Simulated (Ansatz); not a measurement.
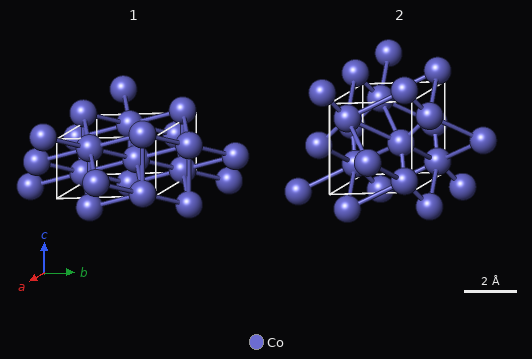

Two geometries of crystalline Co (built on the Se_154 type) (coarse preliminary run), drawn at one scale. One is the start of a relaxation, the other its converged end. A ball-and-stick model of the cell of the calculation, seen slightly off an axis.

All numbers below come from DFT PBE, scalar-relativistic, plane waves, PAW in Ansatz. Settings: plane-wave cutoff 420 eV; k-point mesh 6 × 6 × 6; occupations gaussian; smearing width 0.1 eV; no spin polarisation; cell and atoms relaxed; force threshold 0.04 eV/Å; at most 70 steps.

Q: Which one is relaxed?

A: Structure 1 is the relaxed one. Case: Se type (P3_221, No. 154). The largest moves relative to the cell, 0.45 Å, are those of Co atoms. The volume changes by −4.3 %, with a = b 3.227 → 3.900 Å (+20.9 %), c 3.667 → 2.403 Å (−34.5 %). Near-neighbour distances that change, for instance: Co–Co 3.667 → 2.403 Å, Co–Co 1.722 → 2.390 Å, Co–Co 2.569 → 2.390 Å. Bond angles that change, for instance: Co–Co–Co 104.8° → 70.6°, Co–Co–Co 77.8° → 109.4°, Co–Co–Co 99.9° → 70.6°. The space group (tolerance 0.01 Å) goes from P3_221 (No. 154) to R-3m (No. 166). After 16 accepted moves (18 points after the start) the energy has fallen by 2398 meV per atom. Largest force component: 14 eV/Å at the start, under 0.0001 eV/Å at the end. The pressure goes from 91.18 to 0.20 GPa. The SCF was repeated twice at an unchanged geometry on a basis and grid sized afresh for the cell, which shifted the energy by 96.3 meV per atom at most.
